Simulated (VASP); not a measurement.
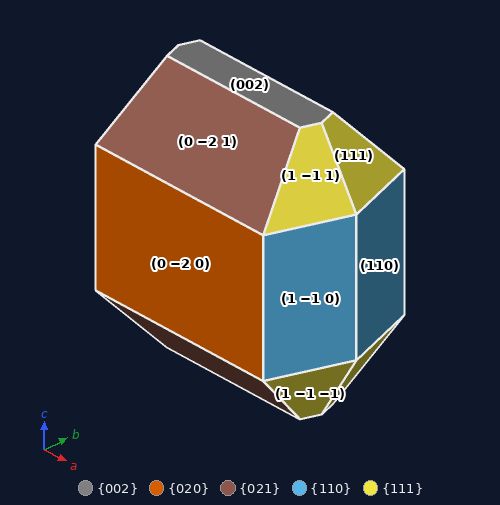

Se, space group Cmcm (No. 63), a = 2.789 Å, b = 8.078 Å, c = 4.613 Å, α = 90.00°, β = 90.00°, γ = 90.00°. The shape was computed with the Donnay–Harker form of the Bravais–Friedel law: planes with larger spacing d grow more slowly and so show as larger faces; centring, glide planes and screw axes halve or divide d. Origin: a cell listed in the Materials Project, as set up for an electronic-structure calculation. Forms under 0.4 % of the area are left out.

> Why is the form written {020} rather than {010}?

The reflection 010 is extinguished by the lattice centring of Cmcm: equivalent layers repeat every d/2 = 4.039 Å, and the rule uses that shorter spacing.

> Which form makes up most of the surface, and how much?

{021}, with 4 faces and about 31 % of the area; its spacing is d = 3.039 Å.

> How many faces does the whole crystal have, by form?

20 faces: 4 of {021}, 2 of {020}, 4 of {110}, 8 of {111} and 2 of {002}.

> List the forms with their spacings and shares.

```
 form  faces  d (Å)  share of area (%)
{021}      4  3.039               31.1
{020}      2  4.039               26.1
{110}      4  2.636               21.7
{111}      8  2.289               15.4
{002}      2  2.307                5.7
```
